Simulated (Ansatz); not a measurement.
# Geometry relaxation of BaTiO$_{3}$ (part 2 of 2)

The same run, continued: BaTiO$_{3}$ (P4mm, 5 atoms in the cell); DFT PBEsol, scalar-relativistic, plane waves, PAW, no spin polarisation (Ansatz 0.2.0); cutoff 420 eV, 8×8×8 k-mesh, Gaussian smearing of 0.02 eV. The structure derives from an entry of the Crystallography Open Database.

Geometry of the input (Å; fractional positions):
```
3.9998  0.0000  0.0000
0.0000  3.9998  0.0000
0.0000  0.0000  4.0180
Ba 0.0000  0.0000  0.0000
Ti 0.5000  0.5000  0.4820
O  0.5000  0.5000  0.0160
O  0.5000  0.0000  0.5150
O  0.0000  0.5000  0.5150
```

### What the program printed, continued
```
SCF iter   1: F=—  HF=-10027.478617 eV  |F-HF|=—  |Δ(HF+E_count)|=         —  Δρ=1.56e-4  dr2=1.83e-6  ethr=2.16e-8  ⟨swp⟩=3.4  Hψ=15243  notcnv=0
preconditioner: auto → Resta (q_TF=auto, 2.527 Å⁻¹)  ε∞=5.7  [insulator: Δε(μ)=1.847 eV  Ē_g=12.115 eV  σ=0.020 eV  W_gap=1.00  n_scr=18 (ndim 8)  ℏωp=26.4 eV  f_vac=0.000  D(μ)=0.00/eV (n_scr^D=0)  ε∞_Penn≈5.7]
SCF iter   2: F=—  HF=-10027.478504 eV  |F-HF|=—  |Δ(HF+E_count)|=   1.14e-4  Δρ=7.76e-5  dr2=4.06e-7  ethr=4.57e-9  ⟨swp⟩=2.0  Hψ=3375  notcnv=0
SCF iter   3: F=—  HF=-10027.478506 eV  |F-HF|=—  |Δ(HF+E_count)|=   2.63e-6  Δρ=1.23e-5  dr2=1.33e-8  ethr=1.02e-9  ⟨swp⟩=2.1  Hψ=2710  notcnv=0
SCF iter   4: F=—  HF=-10027.478506 eV  |F-HF|=—  |Δ(HF+E_count)|=   5.77e-8  Δρ=1.24e-6  dr2=4.23e-10  ethr=3.34e-11  ⟨swp⟩=2.0  Hψ=3308  notcnv=0
SCF iter   5: F=—  HF=-10027.478506 eV  |F-HF|=—  |Δ(HF+E_count)|=  1.33e-10  Δρ=2.79e-7  dr2=7.10e-11  ethr=1.06e-12  ⟨swp⟩=2.3  Hψ=3362  notcnv=0
SCF iter   6: F=-10027.478506 eV  HF=-10027.478506 eV  |F-HF|=1.82e-12  |Δ(HF+E_count)|=  5.46e-12  Δρ=7.34e-8  dr2=4.69e-12  ethr=1.00e-12  ⟨swp⟩=4.1  Hψ=6687  notcnv=0
SCF 8 converged in 6 iterations: F = -10027.478506 eV  dr2 = 4.69e-12
relax step   8: F+E_penalty+E_count = -10027.47850620 eV  Δ(F+E_penalty+E_count) = +3.088e-3 eV  max|allowed force component| = 1.336e-3 eV/Å  Δτ_max = 0.0000 Å  P = -0.099 GPa  Ω = 63.295 Å³  stress off target by 1.42e-1 GPa  SCF on the basis re-selected at this cell (its energy is not comparable with the rows above)  (6 SCF iters)
basis re-selected at this cell: Δ(F+E_penalty+E_count) = +3.088e-3 eV, ΔP = -0.090 GPa vs the last step (what re-selecting the basis moved, of the pressure what is left beyond the Pulay correction that the steps carried, after the strain that the cell walked since its last selection, with what the two solves' SCF thresholds leave and, on support functions, any second-order correction that the steps lacked; it is no measure of the basis error at this ecutwfc). The dense FFT grid was sized anew with the basis: this SCF ran on 27×27×30 points, the steps before it on 27×27×27, so part of this shift can come from that change (see relax.cell in the input reference). This SCF's stress stands 1.42e-1 GPa from its target on what of the cell is left free (relax.cell.stress_tol is 5.00e-2 GPa) and its largest allowed force component is 1.34e-3 eV/Å (relax.f_tol is 5.00e-3 eV/Å): not within both, so this SCF does not close the relaxation
Crystal: 5 atoms, lattice volume = 63.269 Å³
iter 1 solved again at ethr=1.23e-8 eV; its pass at ethr=3.10e-3 eV (dr2=4.92e-6 eV) is discarded
SCF iter   1: F=—  HF=-10027.478744 eV  |F-HF|=—  |Δ(HF+E_count)|=         —  Δρ=1.10e-4  dr2=5.17e-6  ethr=1.23e-8  ⟨swp⟩=2.1  Hψ=9713  notcnv=0
preconditioner: auto → Resta (q_TF=auto, 2.528 Å⁻¹)  ε∞=5.7  [insulator: Δε(μ)=1.848 eV  Ē_g=12.119 eV  σ=0.020 eV  W_gap=1.00  n_scr=18 (ndim 8)  ℏωp=26.4 eV  f_vac=0.000  D(μ)=0.00/eV (n_scr^D=0)  ε∞_Penn≈5.7]
SCF iter   2: F=—  HF=-10027.478624 eV  |F-HF|=—  |Δ(HF+E_count)|=   1.20e-4  Δρ=5.45e-5  dr2=1.60e-6  ethr=1.23e-8  ⟨swp⟩=2.0  Hψ=3218  notcnv=0
SCF iter   3: F=—  HF=-10027.478624 eV  |F-HF|=—  |Δ(HF+E_count)|=   3.42e-7  Δρ=1.45e-5  dr2=1.52e-7  ethr=4.00e-9  ⟨swp⟩=2.0  Hψ=3061  notcnv=0
iter 4 did not close the SCF: its close was put off for the readings that it lacked (scf_convergence_deferred on its scf_iter line)
SCF iter   4: F=-10027.478624 eV  HF=-10027.478624 eV  |F-HF|=4.11e-10  |Δ(HF+E_count)|=   3.13e-8  Δρ=3.63e-6  dr2=8.39e-9  ethr=3.79e-10  ⟨swp⟩=2.2  Hψ=3235  notcnv=0
iter 5 did not close the SCF: its close was put off for the readings that it lacked (scf_convergence_deferred on its scf_iter line)
SCF iter   5: F=-10027.478624 eV  HF=-10027.478624 eV  |F-HF|=8.73e-11  |Δ(HF+E_count)|=   1.03e-9  Δρ=7.35e-7  dr2=4.92e-10  ethr=2.10e-11  ⟨swp⟩=2.6  Hψ=3178  notcnv=0
SCF iter   6: F=-10027.478624 eV  HF=-10027.478624 eV  |F-HF|=1.27e-11  |Δ(HF+E_count)|=  4.91e-11  Δρ=2.69e-7  dr2=4.45e-11  ethr=1.23e-12  ⟨swp⟩=2.2  Hψ=5511  notcnv=0
SCF 9 converged in 6 iterations: F = -10027.478624 eV  dr2 = 4.45e-11
relax step   9: F+E_penalty+E_count = -10027.47862371 eV  Δ(F+E_penalty+E_count) = -1.175e-4 eV  max|allowed force component| = 5.879e-4 eV/Å  Δτ_max = 0.0006 Å  P = -0.004 GPa  Ω = 63.269 Å³  energy of the carried Pulay correction = +9.416e-5 eV  (6 SCF iters, dr2 threshold 5.03e-8 eV, accepted)
iter 1 solved again at ethr=1.63e-8 eV; its pass at ethr=3.10e-3 eV (dr2=6.52e-6 eV) is discarded
SCF iter   1: F=—  HF=-10027.478658 eV  |F-HF|=—  |Δ(HF+E_count)|=         —  Δρ=1.55e-5  dr2=3.85e-8  ethr=1.63e-8  ⟨swp⟩=3.6  Hψ=15257  notcnv=0
preconditioner: auto → Resta (q_TF=auto, 2.528 Å⁻¹)  ε∞=5.7  [insulator: Δε(μ)=1.849 eV  Ē_g=12.120 eV  σ=0.020 eV  W_gap=1.00  n_scr=18 (ndim 8)  ℏωp=26.4 eV  f_vac=0.000  D(μ)=0.00/eV (n_scr^D=0)  ε∞_Penn≈5.7]
SCF iter   2: F=—  HF=-10027.478536 eV  |F-HF|=—  |Δ(HF+E_count)|=   1.22e-4  Δρ=7.92e-6  dr2=9.18e-9  ethr=9.62e-11  ⟨swp⟩=3.0  Hψ=3981  notcnv=0
SCF iter   3: F=—  HF=-10027.478536 eV  |F-HF|=—  |Δ(HF+E_count)|=   2.80e-8  Δρ=5.38e-6  dr2=3.77e-9  ethr=2.29e-11  ⟨swp⟩=1.3  Hψ=1898  notcnv=0
SCF iter   4: F=—  HF=-10027.478536 eV  |F-HF|=—  |Δ(HF+E_count)|=   2.79e-8  Δρ=8.70e-7  dr2=1.89e-10  ethr=9.42e-12  ⟨swp⟩=2.1  Hψ=2851  notcnv=0
iter 5 did not close the SCF: its close was put off for the readings that it lacked (scf_convergence_deferred on its scf_iter line)
SCF iter   5: F=-10027.478536 eV  HF=-10027.478536 eV  |F-HF|=9.09e-12  |Δ(HF+E_count)|=  5.22e-10  Δρ=1.91e-7  dr2=2.01e-11  ethr=1.00e-12  ⟨swp⟩=1.2  Hψ=1926  notcnv=0
SCF iter   6: F=-10027.478536 eV  HF=-10027.478536 eV  |F-HF|=0.00e0  |Δ(HF+E_count)|=  1.82e-12  Δρ=1.19e-7  dr2=5.59e-12  ethr=1.00e-12  ⟨swp⟩=3.3  Hψ=6592  notcnv=0
SCF 10 converged in 6 iterations: F = -10027.478536 eV  dr2 = 5.59e-12
relax step  10: F+E_penalty+E_count = -10027.47853593 eV  Δ(F+E_penalty+E_count) = +8.778e-5 eV  max|allowed force component| = 5.598e-4 eV/Å  Δτ_max = 0.0000 Å  P = -0.005 GPa  Ω = 63.269 Å³  stress off target by 1.15e-2 GPa  SCF on the basis re-selected at this cell (its energy is not comparable with the rows above)  (6 SCF iters)
```

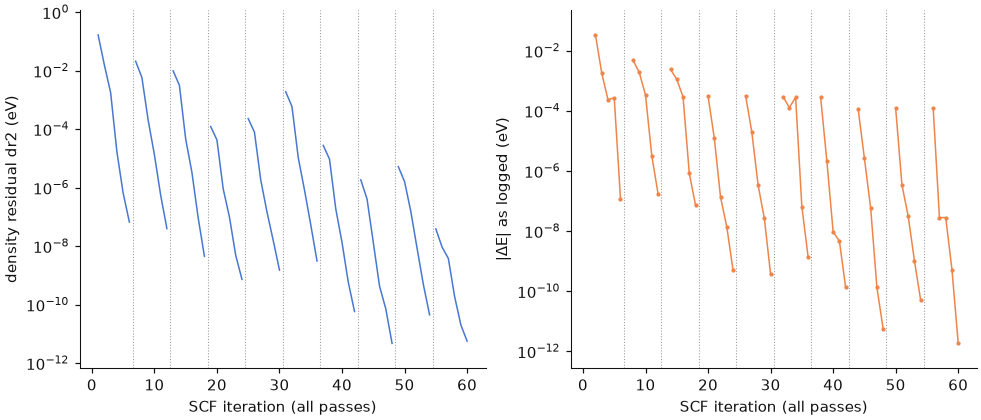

Fig. 1: Convergence of the self-consistent field: density residual dr2 and size of the energy change against the SCF iteration. The dotted lines part the SCF passes of the relaxation: geometry steps, rejected trials and re-solves on a re-selected basis. The 10 passes take 6 iterations each, 60 in all.

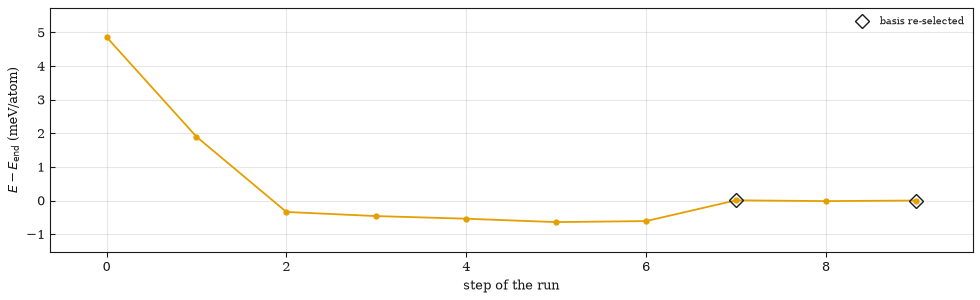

Fig. 2: Progress of the relaxation, step by step (the first geometry is step 0 here and step 1 in the log).

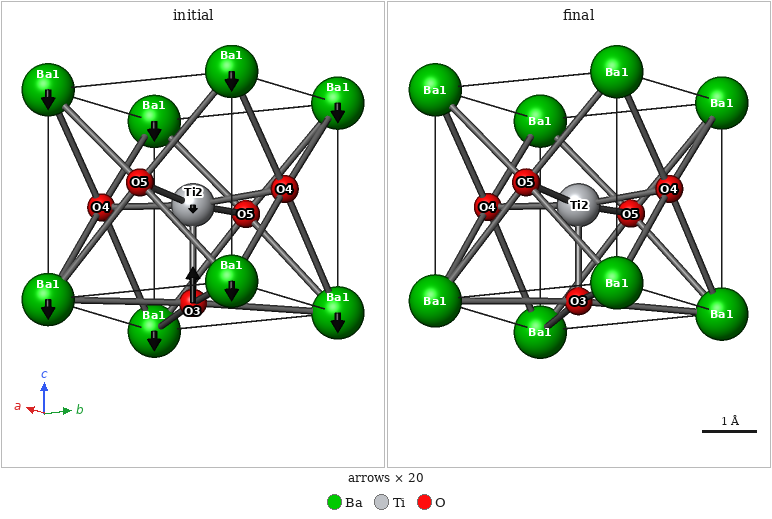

Fig. 3: Before (left) and after (right) the relaxation, at one scale (ball-and-stick view of the cell of the calculation, seen at an oblique angle). The black arrows give the displacements (without the part carried along by the change of the cell), magnified 20 times. The atom that moves furthest relative to the cell is O3 (0.035 Å). By element the largest moves are O 0.035 Å, Ba 0.020 Å, Ti 0.008 Å. The drawn cell changes as follows: a = b 4.000 → 3.956 Å (−1.1 %), c 4.018 → 4.043 Å (+0.6 %); the volume changes by −1.6 %. Among the contacts that change: Ti2–O3 2.146 → 2.203 Å, Ba1–O3 2.829 → 2.800 Å, Ti2–O4 2.004 → 1.983 Å, Ba1–O4 2.792 → 2.774 Å. Among the angles that change: Ba1–O3–Ba1 177.4° → 175.1°. The space group stays P4mm (No. 99). Over 7 geometry steps the energy falls by 4.9 meV per atom. The largest force component goes from 0.4 to 0.00056 eV/Å. Pressure: −3.61 GPa at the start and −0.01 GPa at the end. 1 further SCF at an unchanged geometry re-selected the plane-wave basis for the new cell. The energy change given includes the shifts at the re-selections in mid-walk, which come without any move. A last SCF at the same geometry on a re-selected plane-wave basis shifts the energy by +0.0 meV per atom. (Atoms are counted from 1 in the order of the input.)

```
basis re-selected at this cell: Δ(F+E_penalty+E_count) = +8.778e-5 eV, ΔP = -0.001 GPa vs the last step (what re-selecting the basis moved, of the pressure what is left beyond the Pulay correction that the steps carried, after the strain that the cell walked since its last selection, with what the two solves' SCF thresholds leave and, on support functions, any second-order correction that the steps lacked; it is no measure of the basis error at this ecutwfc). This SCF's stress stands 1.15e-2 GPa from its target on what of the cell is left free (relax.cell.stress_tol is 5.00e-2 GPa) and its largest allowed force component is 5.60e-4 eV/Å (relax.f_tol is 5.00e-3 eV/Å): within both
SCF converged after 6 iterations
Free energy (F): -10027.478536 eV
Harris-Foulkes:  -10027.478536 eV  (|F-HF|=0.00e0)
Internal energy: -10027.478536 eV  (E = F + TS)
E sigma→0 (E₀):  -10027.478536 eV
Fermi energy:    11.375478 eV
--- Per-component energies (eV) ---
  E_band       = -135.576062
  E_kinetic    = 969.307521
  E_local      = -2088.590012  (includes V_loc(G=0)·N_el)
  E_nonlocal   = 207.212098
  E_hartree    = 815.045913
  E_xc         = -486.619171
  E_vxc        = -543.586179  (∫ρ·V_xc dr)
  E_paw        = -6617.073000  (= ΣΔE_a)
  E_vpaw       = -310.018729  (= ΣTr[D̂ρ^β])
  E_aug_tail   = 0.007448  (compensation charges beyond the density's cutoff)
  E_ewald      = -2827.166014
  E_core_change = 0.396681  (= ΣΔE_core)
  E_smearing   = -0.000000  (= −TS)
  E_closure    = -0.000000  (closes the sum)
  Σ components = -10027.478536   (vs F -10027.478536, Δ=0.00e0)
--- Forces (eV/Å), atoms counted from 1 ---
  atom   1  Ba     0.00000000     0.00000000     0.00037412
  atom   2  Ti     0.00000000     0.00000000    -0.00028567
  atom   3  O      0.00000000     0.00000000    -0.00055993
  atom   4  O      0.00000000     0.00000000     0.00023544
  atom   5  O     -0.00000000    -0.00000000     0.00023544
  max |Σ_I F_I| component: 5.97e-7 eV/Å
--- Stress (GPa, compression-positive) ---
       -0.011483      -0.000000      -0.000000
       -0.000000      -0.011483      -0.000000
       -0.000000      -0.000000       0.007424
  P = ⅓ Tr σ = -0.0052 GPa (-0.052 kbar)
--- Band table (eV; the first three rows and the last of 75) ---
  k-point 0: bands = ["-45.6917", "-22.1122", "-22.0417", "-22.0417", "-14.2278", "-6.4398", "-5.8017", "-5.7268", "0.5462", "0.5901", "0.5901", "8.0580", "8.1086", "8.1086", "8.9855", "8.9855", "9.1598", "9.9959", "10.0825", "10.0825", "12.2998", "12.6752", "12.6752", "14.7314", "14.8382"]
  k-point 1: bands = ["-45.6916", "-22.1194", "-22.0414", "-22.0414", "-14.2104", "-6.4509", "-5.7956", "-5.7223", "0.6125", "0.6125", "0.6233", "7.7910", "8.0552", "8.0552", "8.8453", "8.8453", "9.0322", "9.6838", "10.0352", "10.0352", "12.3181", "12.9080", "12.9080", "14.7288", "15.2120"]
  k-point 2: bands = ["-45.6914", "-22.1368", "-22.0407", "-22.0407", "-14.1678", "-6.5250", "-5.7243", "-5.7112", "0.6680", "0.6680", "0.8079", "7.1735", "7.8903", "7.8903", "8.6036", "8.6036", "8.7534", "9.0891", "9.9182", "9.9182", "12.3632", "13.4307", "13.4307", "14.7274", "15.9348"]
  k-point 74: bands = ["-45.6888", "-22.1534", "-22.0973", "-22.0973", "-13.9345", "-5.6183", "-5.4615", "-5.4615", "-0.2363", "-0.2363", "-0.1319", "5.8694", "6.5434", "6.5768", "7.9547", "8.0122", "8.0122", "10.2309", "10.2309", "10.4512", "14.7688", "14.7688", "14.8175", "16.9594", "17.1611"]
--- Relaxed structure (8 steps of the walk, 8 accepted, 2 SCFs on fresh bases) ---
  F+E_penalty+E_count = -10027.47853593 eV   max|allowed force component| = 5.598e-4 eV/Å   (the final SCF, on the basis selected at the relaxed cell)
  cell:  # Å, volume = 63.2695 Å³
    - [3.95574171585866, 9.615088172865111e-35, 1.2288878746553687e-18]
    - [-2.8845264518595335e-34, 3.95574171585866, 2.3556966023519525e-33]
    - [1.2344795940710226e-18, 2.366415557840428e-33, 4.043321870398953]
  atoms:
    - { symbol: Ba, position: [-9.555286358391487e-19, -1.3241430439184207e-34, -0.004895801171740437] }
    - { symbol: Ti, position: [0.5, 0.5, 0.47993598446480246] }
    - { symbol: O, position: [0.5, 0.5, 0.024764329555730484] }
    - { symbol: O, position: [0.5, 3.009416008905504e-35, 0.5140977435756037] }
    - { symbol: O, position: [-1.7609617305475982e-19, 0.5, 0.5140977435756037] }
```

### Trajectory as extended XYZ (Å, eV, eV/Å), 10 frames, from step=1 to step=10
```
5
Lattice="3.9998 0.0000 0.0000 0.0000 3.9998 0.0000 0.0000 0.0000 4.0180" Properties=species:S:1:pos:R:3:forces:R:3 step=1 energy=-10027.45423 pressure_GPa=-3.61
Ba    0.0000    0.0000    0.0000    0.0000   0.0000  -0.1097
Ti    1.9999    1.9999    1.9367    0.0000   0.0000   0.0096
O     1.9999    1.9999    0.0643    0.0000   0.0000   0.4033
O     1.9999    0.0000    2.0693    0.0000   0.0000  -0.1516
O     0.0000    1.9999    2.0693    0.0000   0.0000  -0.1516
5
Lattice="3.9683 0.0000 0.0000 0.0000 3.9683 0.0000 0.0000 0.0000 4.0030" Properties=species:S:1:pos:R:3:forces:R:3 step=2 energy=-10027.46905 pressure_GPa=0.21
Ba    0.0000    0.0000   -0.0548    0.0000   0.0000   0.3594
Ti    1.9842    1.9842    1.9566    0.0000   0.0000  -0.2982
O     1.9842    1.9842    0.0961    0.0000   0.0000  -0.0800
O     1.9842    0.0000    2.0593    0.0000   0.0000   0.0094
O     0.0000    1.9842    2.0593    0.0000   0.0000   0.0094
5
Lattice="3.9661 0.0000 0.0000 0.0000 3.9661 0.0000 0.0000 0.0000 4.0053" Properties=species:S:1:pos:R:3:forces:R:3 step=3 energy=-10027.48024 pressure_GPa=0.08
Ba    0.0000    0.0000   -0.0135    0.0000   0.0000   0.0225
Ti    1.9831    1.9831    1.9403    0.0000   0.0000  -0.0469
O     1.9831    1.9831    0.0793    0.0000   0.0000   0.0978
O     1.9831    0.0000    2.0570    0.0000   0.0000  -0.0367
O     0.0000    1.9831    2.0570    0.0000   0.0000  -0.0367
5
Lattice="3.9642 0.0000 0.0000 0.0000 3.9642 0.0000 0.0000 0.0000 4.0133" Properties=species:S:1:pos:R:3:forces:R:3 step=4 energy=-10027.48085 pressure_GPa=-0.02
Ba    0.0000    0.0000   -0.0110    0.0000   0.0000   0.0020
Ti    1.9821    1.9821    1.9432    0.0000   0.0000  -0.0630
O     1.9821    1.9821    0.0826    0.0000   0.0000   0.0796
O     1.9821    0.0000    2.0587    0.0000   0.0000  -0.0093
O     0.0000    1.9821    2.0587    0.0000   0.0000  -0.0093
5
Lattice="3.9607 0.0000 0.0000 0.0000 3.9607 0.0000 0.0000 0.0000 4.0233" Properties=species:S:1:pos:R:3:forces:R:3 step=5 energy=-10027.48124 pressure_GPa=-0.00
Ba    0.0000    0.0000   -0.0095    0.0000   0.0000  -0.0138
Ti    1.9804    1.9804    1.9459    0.0000   0.0000  -0.0767
O     1.9804    1.9804    0.0883    0.0000   0.0000   0.0396
O     1.9804    0.0000    2.0615    0.0000   0.0000   0.0254
O     0.0000    1.9804    2.0615    0.0000   0.0000   0.0254
5
Lattice="3.9576 0.0000 0.0000 0.0000 3.9576 0.0000 0.0000 0.0000 4.0381" Properties=species:S:1:pos:R:3:forces:R:3 step=6 energy=-10027.48175 pressure_GPa=0.07
Ba    0.0000    0.0000   -0.0177    0.0000   0.0000  -0.0076
Ti    1.9788    1.9788    1.9393    0.0000   0.0000   0.0087
O     1.9788    1.9788    0.0979    0.0000   0.0000   0.0021
O     1.9788    0.0000    2.0754    0.0000   0.0000  -0.0016
O     0.0000    1.9788    2.0754    0.0000   0.0000  -0.0016
5
Lattice="3.9573 0.0000 0.0000 0.0000 3.9573 0.0000 0.0000 0.0000 4.0417" Properties=species:S:1:pos:R:3:forces:R:3 step=7 energy=-10027.48159 pressure_GPa=-0.01
Ba    0.0000    0.0000   -0.0194    0.0000   0.0000   0.0003
Ti    1.9787    1.9787    1.9404    0.0000   0.0000  -0.0011
O     1.9787    1.9787    0.0996    0.0000   0.0000  -0.0007
O     1.9787    0.0000    2.0775    0.0000   0.0000   0.0008
O     0.0000    1.9787    2.0775    0.0000   0.0000   0.0008
5
Lattice="3.9573 0.0000 0.0000 0.0000 3.9573 0.0000 0.0000 0.0000 4.0417" Properties=species:S:1:pos:R:3:forces:R:3 step=8 energy=-10027.47851 pressure_GPa=-0.10
Ba    0.0000    0.0000   -0.0194    0.0000   0.0000   0.0003
Ti    1.9787    1.9787    1.9404    0.0000   0.0000  -0.0013
O     1.9787    1.9787    0.0996    0.0000   0.0000  -0.0006
O     1.9787    0.0000    2.0775    0.0000   0.0000   0.0009
O     0.0000    1.9787    2.0775    0.0000   0.0000   0.0009
5
Lattice="3.9557 0.0000 0.0000 0.0000 3.9557 0.0000 0.0000 0.0000 4.0433" Properties=species:S:1:pos:R:3:forces:R:3 step=9 energy=-10027.47862 pressure_GPa=-0.00
Ba    0.0000    0.0000   -0.0198    0.0000   0.0000   0.0004
Ti    1.9779    1.9779    1.9405    0.0000   0.0000  -0.0003
O     1.9779    1.9779    0.1001    0.0000   0.0000  -0.0006
O     1.9779    0.0000    2.0787    0.0000   0.0000   0.0002
O     0.0000    1.9779    2.0787    0.0000   0.0000   0.0002
5
Lattice="3.9557 0.0000 0.0000 0.0000 3.9557 0.0000 0.0000 0.0000 4.0433" Properties=species:S:1:pos:R:3:forces:R:3 step=10 energy=-10027.47854 pressure_GPa=-0.01
Ba    0.0000    0.0000   -0.0198    0.0000   0.0000   0.0004
Ti    1.9779    1.9779    1.9405    0.0000   0.0000  -0.0003
O     1.9779    1.9779    0.1001    0.0000   0.0000  -0.0006
O     1.9779    0.0000    2.0787    0.0000   0.0000   0.0002
O     0.0000    1.9779    2.0787    0.0000   0.0000   0.0002
```
